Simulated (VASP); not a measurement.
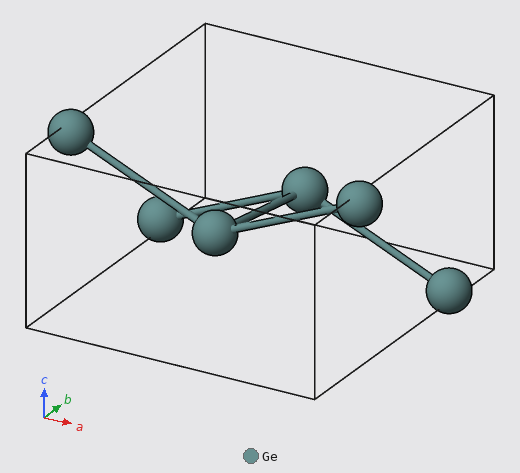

Ge, space group Imma (No. 74), a = 4.992 Å, b = 5.302 Å, c = 2.874 Å, α = 90.00°, β = 90.00°, γ = 90.00°

```tsv
site	Wyckoff	x	y	z
Ge	4e	0.0000	0.7500	0.0641
```

Origin: a cell listed in the Materials Project, as set up for an electronic-structure calculation.

Compute the Voronoi cell of each site (no radii): faces and volume.

```csv
site,faces above 1 % of the sphere,volume (Å³),solid angle by neighbour (%)
Ge,10,19.01,Ge 100
```

Weighted by multiplicity the volumes add up to the cell volume, 76.1 Å³.

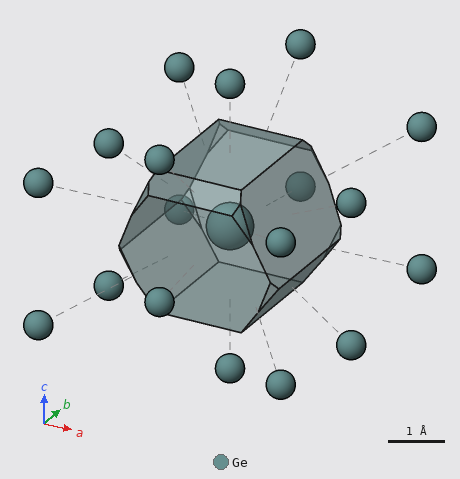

The computed Voronoi cell of Ge, with the neighbours that bound it.
